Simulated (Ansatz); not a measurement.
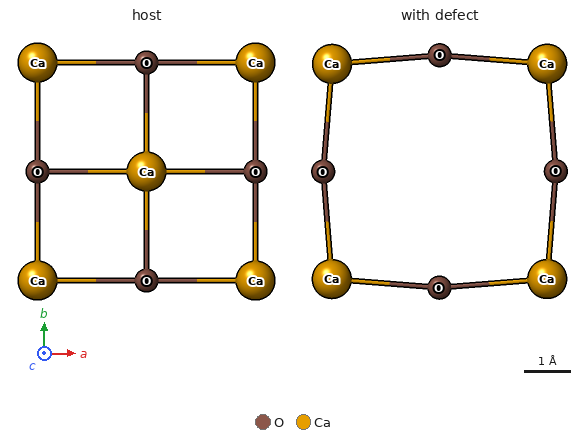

Left: perfect CaO. Right: the same region with one point defect, after relaxing the atoms in a supercell of 64 sites. Style: ball-and-stick. Shown: the atoms within 4.6 Å of one point, in a slice 4.2 Å thick across the line of sight, along the c axis.

The calculation used DFT, PBEsol, PAW, plane waves in Ansatz 0.2.0. Settings: plane-wave cutoff 420 eV; k-point mesh 1 × 1 × 1; mesh shifted by (0.25, 0.25, 0.25); collinear spin. Fermi-Dirac smearing of 0.01 eV. The axes drawn are those of the host's conventional cell.

What kind of defect was made?

Answer. A calcium atom is taken out (a vacancy).

The charge state of the cell is 0.

What does the relaxation do around it?

Answer. Around the empty Ca site the host had 6 O at 2.38 Å; after relaxation the nearest atoms are 6 O at 2.54 Å. Of the host's atoms, an oxygen atom moves furthest from its site, by 0.16 Å. The cell's net moment is 2.00 μB.
